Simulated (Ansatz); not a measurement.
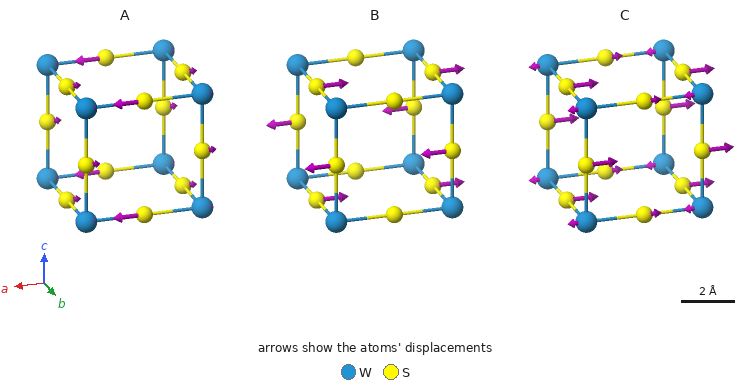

Modes of a crystal of WS3 (a generated structure), space group Pm-3m (No. 221), at the zone centre (one member of each degenerate set). The purple arrows give the relative displacements of the atoms. Style: ball-and-stick. Shown: the cell of the calculation, from a free direction.

Level of theory: DFT PBE, scalar-relativistic, plane waves, PAW in Ansatz 0.2.0.

The frequencies depend somewhat on the k-mesh and the smearing.

Which are infrared-active and which Raman-active?

Answer. A is T₁u, infrared-active by symmetry (360 cm⁻¹). B is T₂u, silent by symmetry (neither infrared- nor Raman-active) (117 cm⁻¹). C is T₁u, infrared-active by symmetry (71 cm⁻¹). The crystal has a centre of inversion, so no mode is both. In a metal the free carriers screen the infrared response.
